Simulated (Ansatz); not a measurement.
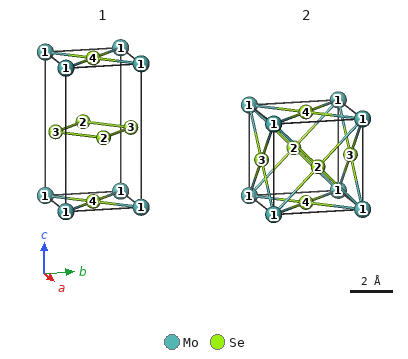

Two geometries of a crystal of MoSe3 (a generated structure, set up in P4/mmm) (coarse preliminary run), drawn at one scale. One is the start of a relaxation, the other its converged end. The picture is a ball-and-stick view of the cell of the calculation, seen slightly off an axis.

Level of theory: Ansatz 0.2.0, DFT PBE, scalar-relativistic, plane waves, PAW. Settings: plane-wave cutoff 420 eV; k-point mesh 4 × 4 × 4; occupations gaussian; smearing width 0.1 eV; collinear spin; cell and atoms relaxed; force threshold 0.04 eV/Å; at most 70 steps.

Q: Which one is relaxed?

A: Structure 1 is the relaxed one. The energy falls by 310 meV per atom in 18 accepted moves (21 points after the start). All forces vanish by symmetry, so only the cell relaxes. Pressure: −4.85 GPa at the start and 0.24 GPa at the end. The SCF was repeated 3 times at an unchanged geometry on a basis and grid sized afresh for the cell, which shifted the energy by 25.3 meV per atom at most. No atom moves by more than 0.005 Å relative to the cell. The drawn cell changes as follows: a = b 4.390 → 3.713 Å (−15.4 %), c 4.413 → 6.994 Å (+58.5 %); the volume changes by +13.4 %. Some distances before and after: Mo1–Se2 3.112 → 3.959 Å, Se2–Se4 3.112 → 3.959 Å, Mo1–Se4 3.104 → 2.625 Å, Se2–Se3 3.104 → 2.625 Å. The space group stays P4/mmm (No. 123).
